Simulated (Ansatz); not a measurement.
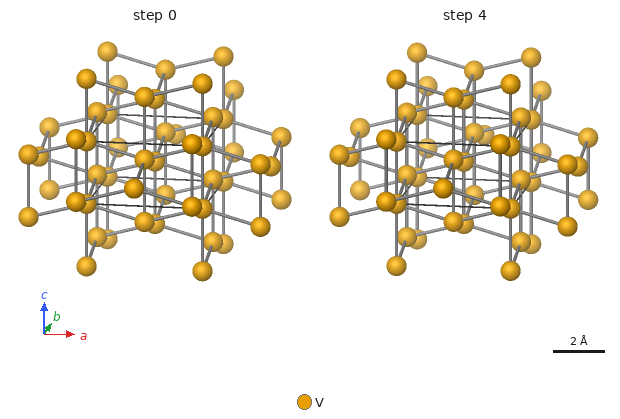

The structure of a crystal of V (built on the beta-tin_141 type) (coarse preliminary run) before (left) and after (right) a relaxation, at one scale.

Style: ball-and-stick. Shown: the conventional cell (2 times the calculation's cell), slightly off an axis. Lengths and directions refer to the drawn axes.

Case: beta-tin type (I4_1/amd, No. 141).

Level of theory: DFT r2SCAN, scalar-relativistic, plane waves, PAW (Ansatz 0.2.0). (plane-wave cutoff 500 eV; k-point mesh 8 × 8 × 8; occupations gaussian; smearing width 0.1 eV; no spin polarisation; cell and atoms relaxed; force threshold 0.04 eV/Å; at most 70 steps)

### Describe what moved and what it gained.

No atom moves by more than 0.005 Å relative to the cell. The drawn cell changes as follows: a = b 4.709 → 4.631 Å (−1.7 %), c 2.569 → 2.556 Å (−0.5 %); the volume changes by −3.8 %. Near-neighbour distances that change, for instance: V–V 2.440 → 2.402 Å, V–V 3.042 → 3.006 Å, V–V 2.569 → 2.556 Å. The space group stays I4_1/amd (No. 141). The energy falls by 10.5 meV per atom in 3 accepted moves (4 points after the start). All forces vanish by symmetry, so only the cell relaxes. The pressure goes from −5.77 to −0.01 GPa. At 1 point the geometry stayed and the basis and grid were re-selected for the new cell (energy shift of 0.2 meV per atom at most each time). The run took of the order of 21 core-seconds on a shared host.
